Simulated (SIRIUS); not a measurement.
**NaH: 7 runs along one coordinate**

System: NaH (Fm-3m, 2 atoms in the cell).
Method: Kohn-Sham DFT of a periodic cell, PBEsol, dojo-sr-pbesol-0.4.1-standard, no spin polarisation (SIRIUS 7.12.0).

The 7 runs differ only in the geometry, by an even scaling of the cell at fixed fractional positions. The structure derives from an entry of the Crystallography Open Database.

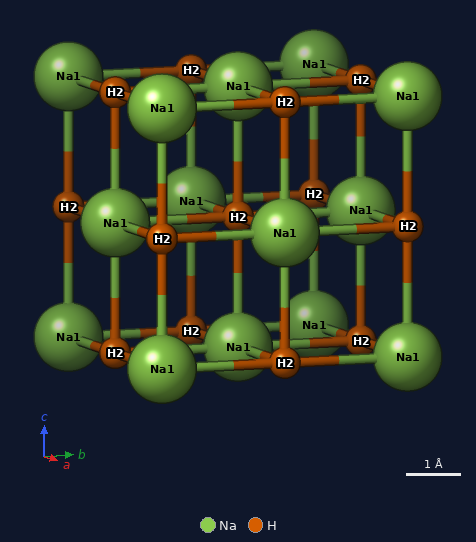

Figure 1. The structure of run 4 (ball-and-stick view of the cell 4 times as large as that of the calculation, set on its symmetry axes, seen slightly off an axis; atoms are numbered from 1 in the order of the input). An atom can appear more than once, as a periodic image.

**Input of run 4**
```
{
  "control": {
    "processing_unit": "cpu",
    "verbosity": 2,
    "num_bands_to_print": 11,
    "print_forces": true,
    "print_stress": true
  },
  "parameters": {
    "electronic_structure_method": "pseudopotential",
    "xc_functionals": ["XC_GGA_X_PBE_SOL", "XC_GGA_C_PBE_SOL"],
    "gk_cutoff": 9.4,
    "pw_cutoff": 18.8,
    "ngridk": [9, 9, 9],
    "shiftk": [0, 0, 0],
    "smearing": "fermi_dirac",
    "smearing_width": 0.0018374661,
    "num_bands": 11,
    "num_mag_dims": 0,
    "num_dft_iter": 100,
    "energy_tol": 1e-08,
    "density_tol": 1e-06
  },
  "iterative_solver": {
    "type": "davidson",
    "min_tolerance": 1e-10
  },
  "mixer": {
    "type": "anderson",
    "beta": 0.7,
    "max_history": 8
  },
  "settings": {
    "tol_ne": 1e-10,
    "pseudo_grid_cutoff": 6.5
  },
  "unit_cell": {
    "lattice_vectors": [
      [0.0, 0.707106781187, 0.707106781187],
      [0.707106781187, 0.0, 0.707106781187],
      [0.707106781187, 0.707106781187, 0.0]
    ],
    "lattice_vectors_scale": 6.5208422077,
    "atom_coordinate_units": "lattice",
    "atom_types": ["Na", "H"],
    "atom_files": {
      "Na": "Na.json",
      "H": "H.json"
    },
    "atoms": {
      "Na": [
        [0.0, 0.0, 0.0]
      ],
      "H": [
        [0.5, 0.5, 0.5]
      ]
    }
  }
}
```

Command:
```bash
upf_to_json Na.upf
upf_to_json H.upf
OMP_NUM_THREADS=1 sirius.scf --input=sirius.json --output=out.json --task=0
```

Lattice vectors (Å) and fractional positions of run 4:
```
   0.000000    2.440000    2.440000
   2.440000    0.000000    2.440000
   2.440000    2.440000    0.000000
Na  0.000000  0.000000  0.000000
H   0.500000  0.500000  0.500000
```

Run 6 has the same physical settings and fractional positions; its lattice vectors (Å) are:
```
   0.000000    2.472109    2.472109
   2.472109    0.000000    2.472109
   2.472109    2.472109    0.000000
```

**Results, with one run withheld**

```csv
run,volume per atom (Å³),"free energy per atom, from the lowest run given (meV)",pressure (GPa),gap on the mesh (eV)
1,13.655,0.00,0.21,3.93
2,13.946,0.08,−0.29,3.90
3,14.236,1.03,−0.75,3.86
4,14.527,2.75,−1.16,3.83
5,14.817,5.19,−1.53,3.79
6,15.108,?,?,?
7,15.398,11.92,−2.17,3.73
```

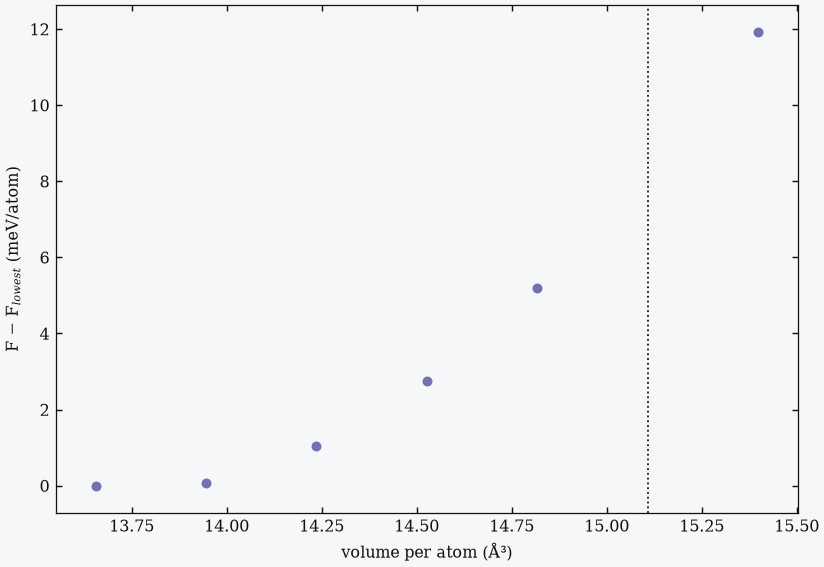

Figure 2. Free energy per atom of the runs given; the dotted line marks run 6.

What should run 6 give?

A cubic polynomial in V^(−2/3) (the Birch–Murnaghan form), fitted to the 6 runs given, misses them by at most 0.01 meV per atom. With x = V^(−2/3) − 0.16886 Å⁻², it reads F = 1.9801 − 796.3 x + 77349 x² − 56519 x³ (meV per atom). At run 6 it gives 8.27 meV per atom, and the run itself gives 8.26. The slope of the fit gives a pressure −dF/dV of −1.86 GPa there, and the run prints −1.86 GPa. The fit has its minimum at 13.773 Å³ per atom, where V d²F/dV² gives 23.9 GPa: the bulk modulus at this level, since symmetry fixes the shape and the positions. The gap on the mesh goes, without turning, from 3.93 eV in run 1 to 3.73 eV in run 7; run 6 has 3.76 eV. These are gaps of this functional on this mesh, which can miss the band edges; they aren't the measured gap.

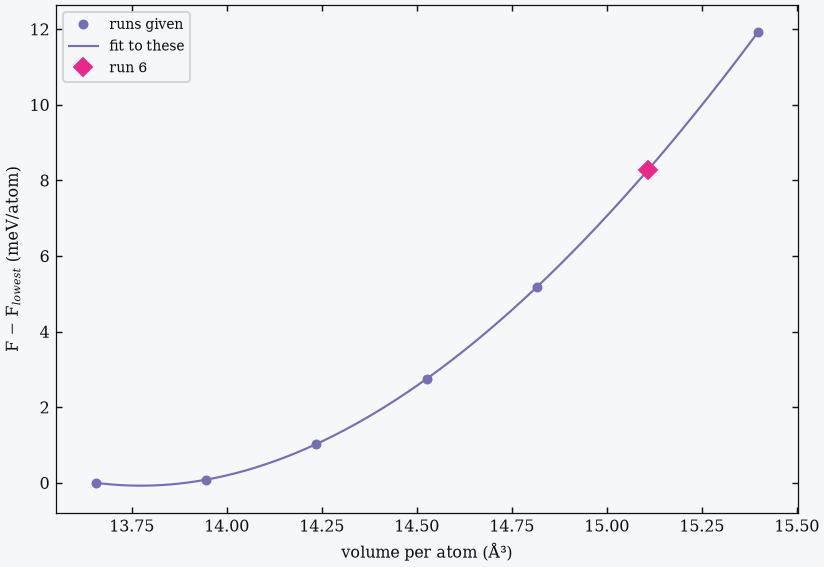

Figure 3. The fit and the withheld run.

**Some lines of the output (run 6)**
```
[...]
[find] band gap (eV)                  :       3.75745027
[find] Efermi                         :       0.08712894
[find] Total energy                   :     -46.22095777 (Ha),     -92.44191554 (Ry)
[find] Free energy (E-TS)             :     -46.22095777 (Ha),     -92.44191554 (Ry)
[find] band gap (eV)                  :       3.75736237
[find] Efermi                         :       0.08711357
[find] band gap (eV)                  :       3.75753582
[find] Efermi                         :       0.08712193
[find] band gap (eV)                  :       3.75758169
[find] Efermi                         :       0.08712402
[find] band gap (eV)                  :       3.75757849
[find] Efermi                         :       0.08712357
[find] band gap (eV)                  :       3.75757647
[find] Efermi                         :       0.08712326
```
